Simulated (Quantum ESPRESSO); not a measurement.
```xyz
6
Lattice="4.5900 0.0000 0.0000 -2.2950 3.9750 0.0000 0.0000 0.0000 23.4323" Properties=species:S:1:pos:R:3 pbc="T T T"
Sn    0.0000    2.6500    7.5000
Sn    0.0000    0.0000    8.4370
Sn    0.0000    0.0000   11.2477
Sn    2.2950    1.3250   12.1846
Sn    2.2950    1.3250   14.9953
Sn    0.0000    2.6500   15.9323
```

Not relaxed (largest force 0.3 eV/Å).

Theory: Kohn-Sham DFT of a periodic cell, PBE, PseudoDojo 0.4.1 SR PBE standard (Quantum ESPRESSO).

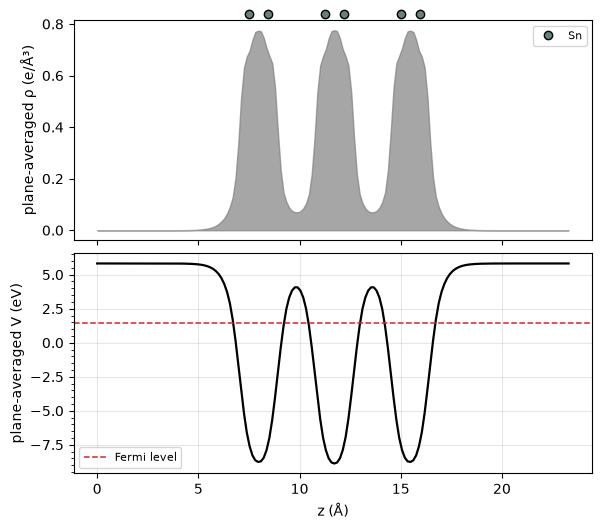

Sn (slab). Plane average of the electrostatic potential (local pseudopotential plus Hartree) felt by an electron and of the valence charge density (pseudo) across the slab. Circles mark the heights of the atoms.

In a pseudopotential calculation such maps are meaningful between the atoms, not at the nuclei.

How far above the Fermi level of the calculation is the vacuum level?

4.4 eV.

What are the slab's thickness and the vacuum gap?

The outermost nuclei are 8.4 Å apart, in 6 atomic planes; the vacuum between periodic images is 15.0 Å wide.
